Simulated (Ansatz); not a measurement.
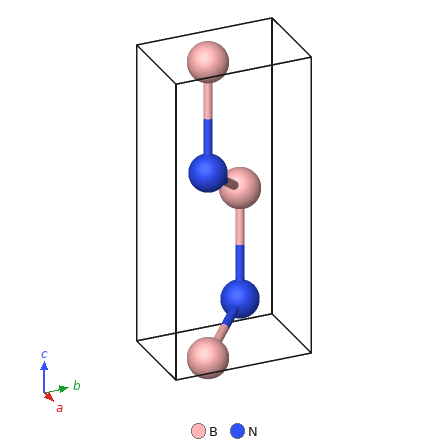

System: BN, space group P6_3mc (No. 186). The picture shows the cell.

Starting cell:
```yaml
crystal:
  lattice:
    - [2.54397, 0.00000, 0.00000]
    - [-1.27198, 2.20314, 0.00000]
    - [0.00000, 0.00000, 4.20774]
  atoms:
    - { symbol: B, position: [0.66667, 0.33333, 0.99980] }
    - { symbol: B, position: [0.33333, 0.66667, 0.49980] }
    - { symbol: N, position: [0.66667, 0.33333, 0.62520] }
    - { symbol: N, position: [0.33333, 0.66667, 0.12520] }
```

Calculation (Ansatz 0.2.0): one atom of a crystal moved over a plane, all else fixed, by plane-wave density functional theory with PAW datasets, free energies less that of the undisturbed cell. Level: r2SCAN, no spin polarisation.

- wave cutoff: 500 eV
- k mesh: 12×12×6
- occupations: Gaussian
- smearing width: 0.05 eV
- k shift: (0, 0, 0) (mesh steps)
- start: relaxed
- moved atom: 3
- direction 1: (1, 0, 0) (Cartesian unit vector)
- direction 2: (0, 0, 1) (Cartesian unit vector)

Describe the result: the map of the energy change over displacement d2 and displacement d1. The grid: displacement d2 −0.45, −0.225, 0, 0.225, 0.45 Å; displacement d1 −0.45, −0.225, 0, 0.225, 0.45 Å.

At the origin the energy is lower than all eight neighbouring grid points, so a minimum lies at or close to the given structure. The energy change is least, 0.00 eV/cell, at displacement d2 of 0 Å and displacement d1 of 0 Å, and largest, 7.68 eV/cell, at displacement d2 of −0.45 Å and displacement d1 of −0.45 Å (and at equivalent points). Near the origin the softest direction lies along displacement d1; the curvature across the valley is 1.6 times that along it.

Energy change (eV/cell); rows displacement d1 (Å), columns displacement d2 (Å):
|  | −0.45 | −0.225 | 0 | 0.225 | 0.45 |
| --- | --- | --- | --- | --- | --- |
| −0.45 | 7.68 | 4.80 | 2.66 | 2.45 | 5.47 |
| −0.225 | 4.02 | 1.78 | 0.65 | 1.49 | 5.94 |
| 0 | 2.91 | 0.83 | 0.00 | 1.19 | 6.25 |
| 0.225 | 4.02 | 1.78 | 0.65 | 1.49 | 5.94 |
| 0.45 | 7.68 | 4.80 | 2.66 | 2.45 | 5.47 |

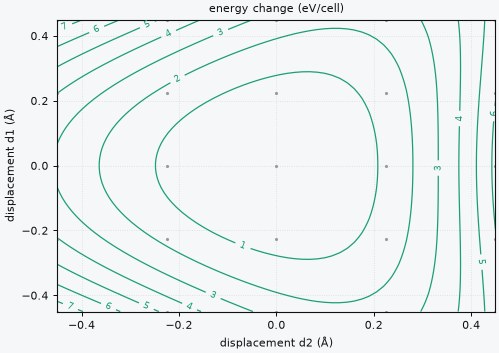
